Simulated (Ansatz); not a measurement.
```cif
data_structure
_symmetry_space_group_name_H-M 'P 1'
_symmetry_Int_Tables_number 1
_cell_length_a 3.8245
_cell_length_b 3.8245
_cell_length_c 11.6879
_cell_angle_alpha 90.000
_cell_angle_beta 90.000
_cell_angle_gamma 120.000
_cell_volume 148.05
loop_
_atom_site_label
_atom_site_type_symbol
_atom_site_fract_x
_atom_site_fract_y
_atom_site_fract_z
_atom_site_occupancy
Sb1 Sb 0.66667 0.33333 0.75000 1
Sb2 Sb 0.33333 0.66667 0.25000 1
Se1 Se 0.33333 0.66667 0.90378 1
Se2 Se 0.66667 0.33333 0.40378 1
Se3 Se 0.33333 0.66667 0.59622 1
Se4 Se 0.66667 0.33333 0.09622 1
```

Space group P6₃/mmc.

Method: Ansatz, DFT PBEsol, scalar-relativistic, plane waves, PAW.

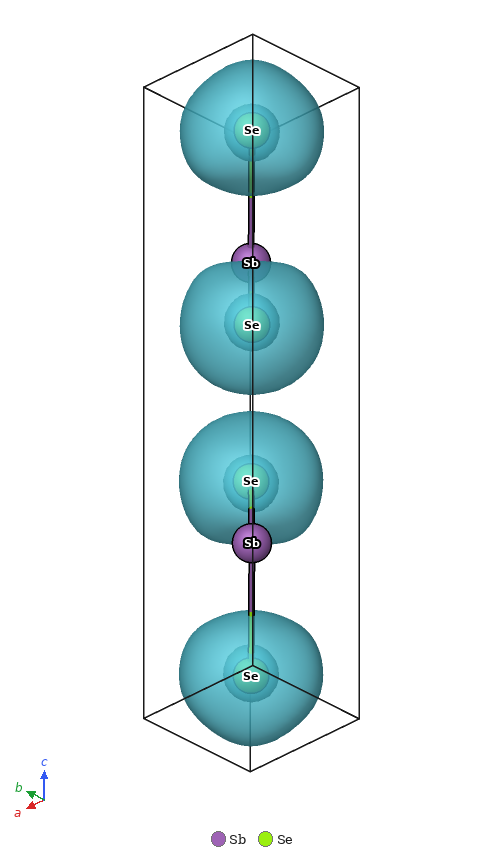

SbSe₂. Isosurface of the electron localisation function at 0.6 (cyan), seen at an oblique angle. Core shells and regions of very low density are left out. Sticks mark near contacts.

In a PAW calculation such maps are meaningful between the atoms, not at the nuclei.

**Describe the localisation domains.**

At this value the surface marks out four regions wrapped around Se (the valence shell of each), counted in one cell of 6 atoms. Regions shared between cells count once.

Values along the shortest contacts:
Sb–Se (2.85 Å): the ELF is about 0.55 at the midpoint.
